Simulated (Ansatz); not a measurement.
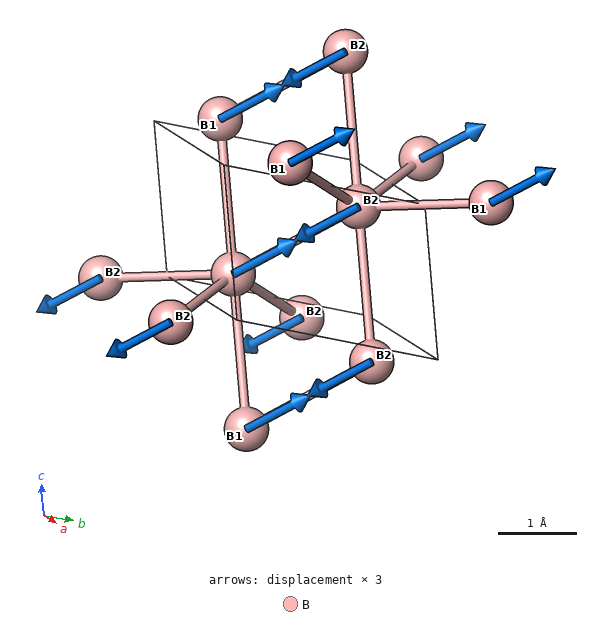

This is a relaxation of solid B (built on the Bi_12 type) (coarse preliminary run). The starting structure is drawn; blue arrows show the displacements (the part carried along by the change of the cell is left out), 3 times their true length.

Style: ball-and-stick. Shown: the cell of the calculation, slightly off an axis.

Case: Bi type (C2/m, No. 12).

These are results of Ansatz, DFT PBE, scalar-relativistic, plane waves, PAW, not measurements.

The input:
```yaml
crystal:
  lattice:
    - [2.0274758423, -1.85678351, 0.0]
    - [2.0274758423, 1.85678351, 0.0]
    - [-0.6994569236, 0.0, 1.8795785448]
  atoms:
    - { symbol: B, position: [0.2518, 0.2518, 0.149] }
    - { symbol: B, position: [0.7482, 0.7482, 0.851] }
basis:
  ecutwfc: 420
kpoints:
  mp_grid: { grid: [6, 6, 8] }
hamiltonian:
  xc: pbe
scf:
  occupations: { method: gaussian, width: 0.1 }
  lower_state_search: "off"
output:
  forces: true
  stress: true
  eigenvalues: true
relax:
  adjacent_minimum: "off"
  f_tol: 0.04
  max_steps: 70
  cell: { stress_tol: 0.4 }
```

> Describe the change and its energy.

Over 16 accepted moves (18 points after the start) the energy falls by 671 meV per atom. Largest force component: 0.63 eV/Å at the start, 0.0012 eV/Å at the end. Pressure: −16.35 GPa at the start and 0.08 GPa at the end. The SCF was repeated twice at an unchanged geometry on a basis and grid sized afresh for the cell, which shifted the energy by 19.6 meV per atom at most. The largest moves relative to the cell, 0.35 Å, are those of B1 and B2. B1 goes along [2 2 3]. The volume changes by −5.0 %, with a = b 2.749 → 2.904 Å (+5.6 %), c 2.006 → 1.660 Å (−17.2 %), α 104.9° → 90.0°, β 104.9° → 90.0°, γ 85.0° → 73.8°. Among the contacts that change: B1–B2 1.917 → 3.066 Å, B1–B2 (another image) 2.291 → 1.885 Å, B1–B1 2.006 → 1.660 Å, B1–B2 (another image) 2.333 → 2.031 Å. Among the angles between lasting bonds that change: B2–B1–B2 144.6° → 118.3°, B2–B1–B2 96.5° → 117.3°, B1–B1–B2 72.3° → 65.9°. The space group (tolerance 0.01 Å) goes from C2/m (No. 12) to Cmcm (No. 63). The run took roughly 9 core-seconds on a shared host.

Limits of the set-up: the k-point mesh is coarse for a cell with partly filled bands.
